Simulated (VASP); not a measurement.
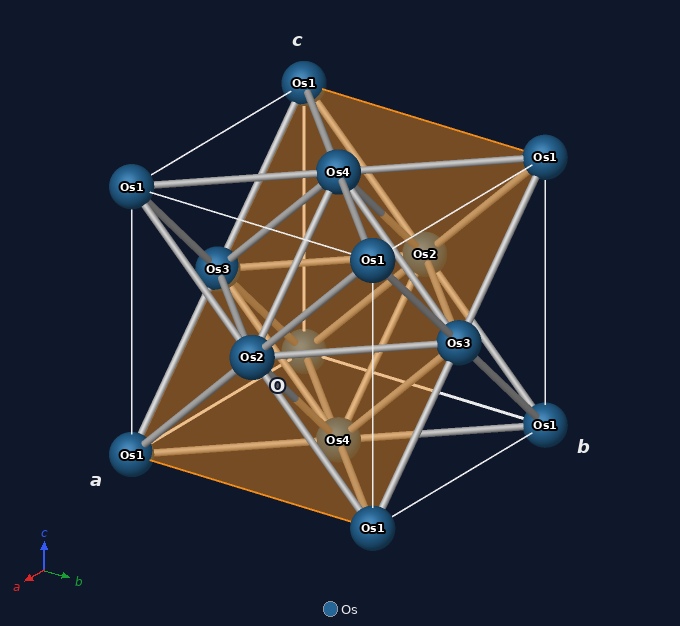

Crystal: Os, coordinates from a relaxation with VASP, VASP Kohn-Sham DFT of a periodic cell, r2SCAN, VASP PAW PBE potentials, recommended. The shaded plane is a symmetry element of the crystal. Symmetry computed with spglib at a tolerance of 0.002 Å; standard conventional cell.

a = 3.834 Å, b = 3.834 Å, c = 3.834 Å, α = 90.00°, β = 90.00°, γ = 90.00°.

```csv
atom,x,y,z
Os1,0.0000,0.0000,0.0000
Os2,0.0000,0.5000,0.5000
Os3,0.5000,0.0000,0.5000
Os4,0.5000,0.5000,0.0000
```

### Is it a mirror or a glide plane, and what is the operation?

It is a mirror plane, parallel to (1 0 1), through (1/2, 1/2, 1/2): x, y, z → −z+1, y, −x+1.

### Onto which atom does it carry each atom (up to whole multiples of a, b and c)?

Os1 → Os1, Os2 → Os4, Os3 → Os3, Os4 → Os2.
